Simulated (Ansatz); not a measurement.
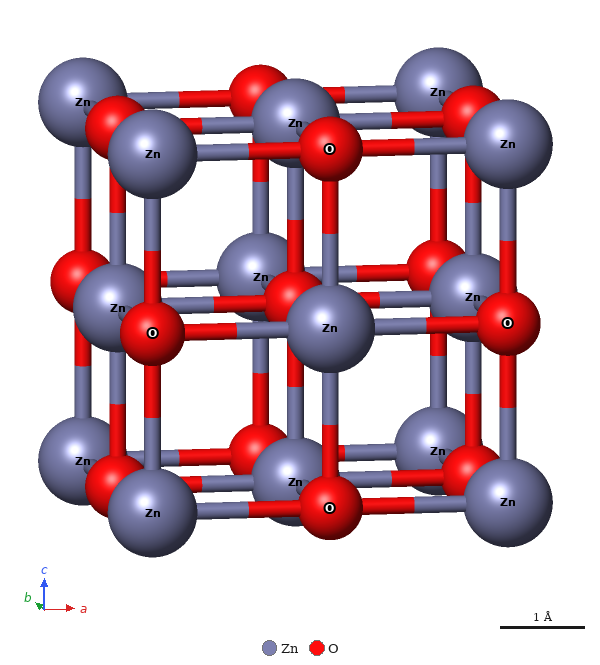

This is a symmetric starting cell of ZnO. A ball-and-stick model of the conventional cell (4 times the calculation's cell), seen slightly off an axis. Lengths and directions refer to the drawn axes.

Theory: DFT PBE, scalar-relativistic, plane waves, PAW (Ansatz 0.2.0). Settings: plane-wave cutoff 420 eV; k-point mesh 14 × 14 × 14; occupations gaussian; smearing width 0.05 eV; no spin polarisation.

The variant: All lengths are scaled by +3.2 % (volume +9.8 %), the atoms keeping their fractional coordinates. No relaxation follows. The starting cell wasn't computed here and needn't be at equilibrium, so pressure and forces aren't due to the change alone.

**Predict the response.**

The pressure is −13.1 GPa (not all of it need come from the change, since the unchanged cell can be under pressure at this level too). All forces vanish by symmetry. Among the bonded contacts that change: O–Zn 2.169 → 2.238 Å. The space group stays Fm-3m (No. 225).

Drawn alike, the variant:

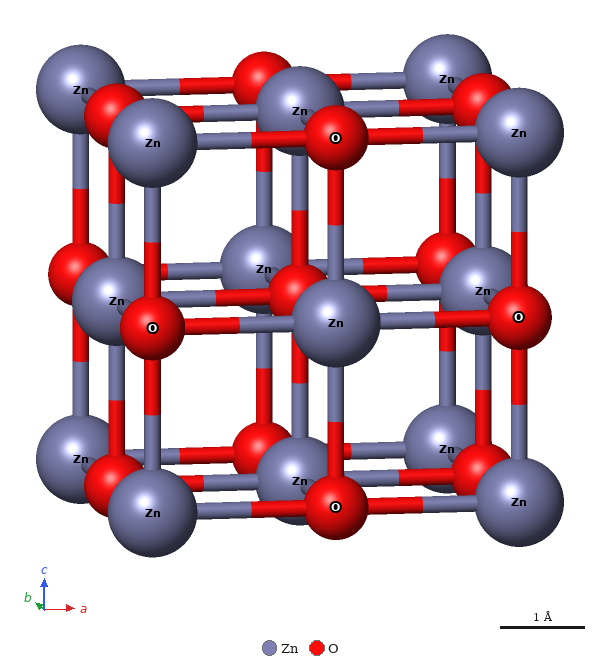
